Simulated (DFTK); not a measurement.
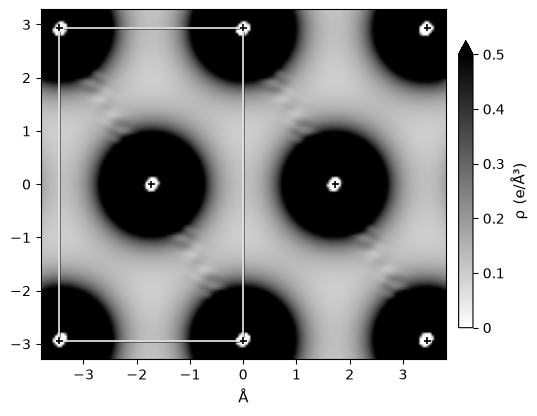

The valence pseudo-density on a plane through atoms (crosses mark nuclei in the plane).

These are results of Kohn-Sham DFT of a periodic cell, PBE, dojo.nc.sr.PBE.v0_4_1.standard.upf (DFTK), not measurements.

Candidates:
A. Ir, a = 3.83 Å, b = 3.83 Å, c = 3.83 Å, α = 90.00°, β = 90.00°, γ = 90.00°. Space group Fm-3m; computed pressure about 10 GPa in this cell.
B. Ru, a = 2.71 Å, b = 2.71 Å, c = 4.28 Å, α = 90.00°, β = 90.00°, γ = 120.00°. Space group P6₃/mmc; computed pressure about 5 GPa in this cell.
C. Sn, a = 3.45 Å, b = 3.55 Å, c = 4.68 Å, α = 90.00°, β = 90.00°, γ = 90.00°. Space group Immm; a structure from a database of computed crystals, not necessarily the ambient phase.

Question: Which system is this?

Answer: Candidate C: Sn on the (011̄) plane of the conventional cell, which holds Sn. Sn–Sn (3.41 Å): ρ is about 0.14 e/Å³ halfway. Sn–Sn (3.45 Å): ρ is about 0.12 e/Å³ halfway.
